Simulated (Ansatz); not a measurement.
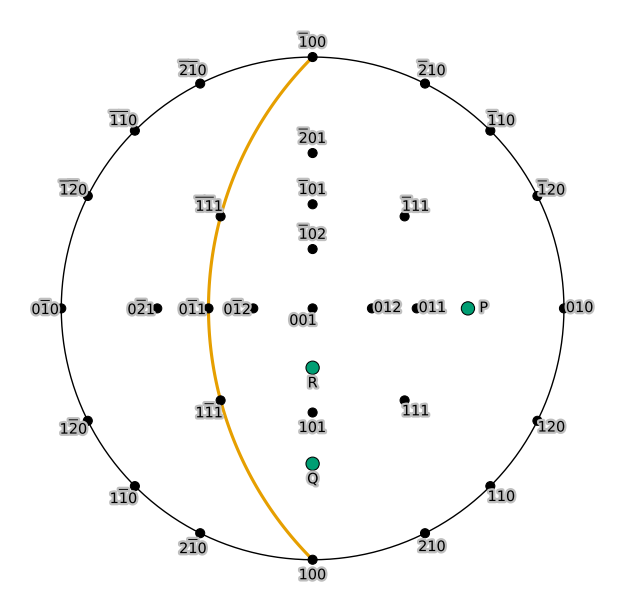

Stereographic projection of plane normals (upper hemisphere) centred on (0 0 1). Crystal: Co, the geometry relaxed with DFT, BLYP, plane waves (420 eV) with PAW, scalar-relativistic (Ansatz); the starting structure was generated, so it need not be a known form of this composition. The drawing is computed from the coordinates (standard cell, symmetry found to 0.002 Å).

a = 4.463 Å, b = 4.463 Å, c = 4.463 Å, α = 90.00°, β = 90.00°, γ = 90.00°.

Q: Index the poles marked P, Q, R.

A: P is (0 2 1), 63.4° from the centre; Q is (2 0 1), 63.4° from the centre; R is (1 0 2), 26.6° from the centre.

Q: Which zone does the coloured great circle trace?

A: The zone [0 1 1]: its poles satisfy k + l = 0.

Q: What is the angle between the normals of (−1 2 0) and (2 −1 0), and what are their d_hkl = 1/|g|?

A: 143.1°; d = 1.996 Å and 1.996 Å.
